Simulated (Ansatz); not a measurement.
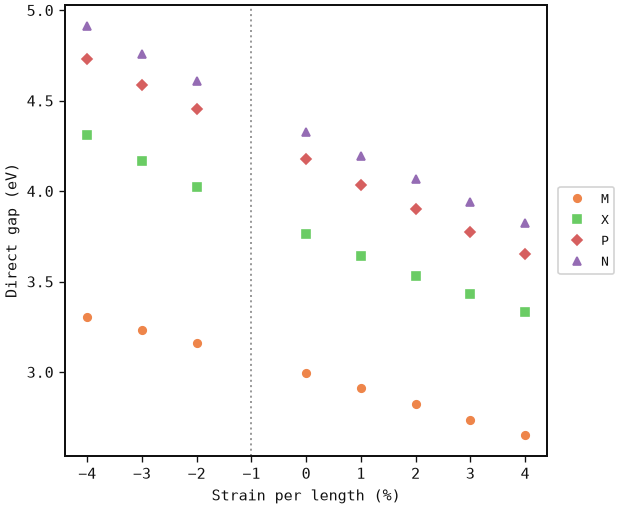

Direct gap at each named k point. The names follow the standardised cell of this lattice; in reduced coordinates of the cell that was run, M is (0.5, 0.5, −0.5), X is (0, 0, 0.5), P is (0.25, 0.25, 0.25) and N is (0, 0.5, 0). One run is left out (dotted line).

System: anatase TiO₂, space group I4_1/amd, 6 atoms in the primitive cell, relaxed with r2SCAN; unstrained, a = 3.778 Å, c = 9.583 Å (tetragonal axes). All lengths are scaled by the strain listed, and the atoms are relaxed again with r2SCAN. Points keep the names and reduced coordinates of the unstrained primitive cell. Level of theory: r2SCAN, Ansatz PAW set, no spin polarisation, no spin-orbit coupling, 10×10×10 k mesh, 500 eV cutoff, fixed occupations; code Ansatz.

```csv
strain,M (eV),X (eV),P (eV),N (eV)
−4 %,3.30,4.31,4.73,4.91
−3 %,3.23,4.16,4.59,4.76
−2 %,3.16,4.02,4.45,4.61
0 %,3.00,3.76,4.17,4.33
+1 %,2.91,3.64,4.03,4.19
+2 %,2.82,3.53,3.90,4.07
+3 %,2.74,3.43,3.77,3.94
+4 %,2.65,3.33,3.66,3.82
```

### What does the missing run, at −1 %, give?

Fits through the other points give 3.07 eV at M (a straight line), 3.89 eV at X (a parabola), 4.31 eV at P (a parabola) and 4.47 eV at N (a parabola). The run itself gives 3.08, 3.89, 4.32 and 4.47 eV, within 0.01 eV of the estimates.

### How fast do these gaps move with strain?

Straight lines through the points have slopes of −82 at M, −123 at X, −135 at P and −136 at N (meV for each 1 % of strain). The points bend away from straight lines by up to 0.04 eV, so these are means over the range.

The smallest gap over all k points computed is 2.67, 2.64, 2.60, 2.57, 2.53, 2.49, 2.45, 2.41 and 2.38 eV in turn; it lies up to 0.63 eV under the lowest value plotted. The PAW data sets were made with another functional. LDA, GGA and most meta-GGA functionals understate gaps. The cell was built by a generator and needn't be a form met in nature.
